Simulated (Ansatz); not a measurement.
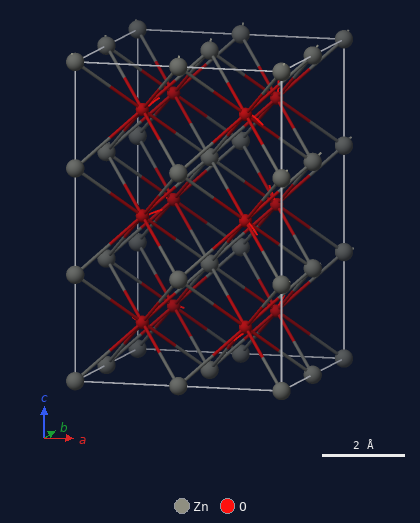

First-principles dynamics of a 24-atom cell of ZnO (built on the CsCl type), 60 fs long. Lines trace each atom's path, in the colour of its element; spheres stand at the starting positions. Seen slightly off an axis in the simulation cell.

Method: DFT, PBE, plane waves, PAW (Ansatz 0.2.0). Settings: plane-wave cutoff 420 eV; k-point mesh 4 × 4 × 2; Fermi-Dirac smearing 0.02 eV; Langevin thermostat and barostat (NPT); set temperature 100 K; time step 3 fs.

Input
```yaml
crystal:
  lattice:
    - [5.292341918, 0.0, 0.0]
    - [0.0, 5.292341918, 0.0]
    - [0.0, 0.0, 7.938512877]
  atoms:
    - { symbol: Zn, position: [0.0, 0.0, 0.0] }
    - { symbol: O, position: [0.25, 0.25, 0.1666666667] }
    - { symbol: Zn, position: [0.0, 0.0, 0.3333333333] }
    - { symbol: O, position: [0.25, 0.25, 0.5] }
    - { symbol: Zn, position: [0.0, 0.0, 0.6666666667] }
    - { symbol: O, position: [0.25, 0.25, 0.8333333333] }
    - { symbol: Zn, position: [0.0, 0.5, 0.0] }
    - { symbol: O, position: [0.25, 0.75, 0.1666666667] }
    - { symbol: Zn, position: [0.0, 0.5, 0.3333333333] }
    - { symbol: O, position: [0.25, 0.75, 0.5] }
    - { symbol: Zn, position: [0.0, 0.5, 0.6666666667] }
    - { symbol: O, position: [0.25, 0.75, 0.8333333333] }
    - { symbol: Zn, position: [0.5, 0.0, 0.0] }
    - { symbol: O, position: [0.75, 0.25, 0.1666666667] }
    - { symbol: Zn, position: [0.5, 0.0, 0.3333333333] }
    - { symbol: O, position: [0.75, 0.25, 0.5] }
    - { symbol: Zn, position: [0.5, 0.0, 0.6666666667] }
    - { symbol: O, position: [0.75, 0.25, 0.8333333333] }
    - { symbol: Zn, position: [0.5, 0.5, 0.0] }
    - { symbol: O, position: [0.75, 0.75, 0.1666666667] }
    - { symbol: Zn, position: [0.5, 0.5, 0.3333333333] }
    - { symbol: O, position: [0.75, 0.75, 0.5] }
    - { symbol: Zn, position: [0.5, 0.5, 0.6666666667] }
    - { symbol: O, position: [0.75, 0.75, 0.8333333333] }
kpoints:
  mp_grid: { grid: [4, 4, 2] }
hamiltonian:
  xc: pbe
scf:
  occupations: { method: fermi_dirac, width: 0.02 }
md:
  ensemble: npt_langevin
  temperature: 100
  timestep: 3.0
  n_steps: 20
  initial_velocities: maxwell_boltzmann
  seed: 437
```

Run as
```bash
ansatz run input.yaml --threads 4 --pin off --max-ram 3686MiB --backend cpu --events-out ev --progress --plain --runs-dir out
```

### Describe the motion.

Root-mean-square distances from the starting positions over the second half, with the common drift of all atoms taken out: O 0.29 Å, Zn 0.06 Å. The run lasts only 60 fs, too short to tell vibration from diffusion. Over the second half the temperature averages 545 K (spread ±237 K). That is above the set 100 K, because the structure releases potential energy faster than the thermostat removes it. The temperature is still climbing (102 K in the second quarter, 776 K in the last), so the run isn't equilibrated. The potential energy is still drifting at the end, so the run hasn't reached equilibrium. The potential energy in the second half lies on average 90.3 meV per atom below the first frame. The mean pressure there is 3.5 GPa. The volume ends +9.0 % from the start. The conserved quantity stays between −0.4 and 0.15 meV per atom of its start. A straight-line fit has a slope that amounts to −0.31 meV per atom over 60 fs (0.7 % of the mean kinetic energy), its mean offset in the second half is under 0.1 %, and the ripple about the line is 0.4 % of the kinetic energy's fluctuation. With a drift under 2 % and a ripple under 7 %, the integration is accurate.

The run took 6.8 min on 4 threads of Arm Neoverse V1, on a shared host, peak memory 1.4 GiB.
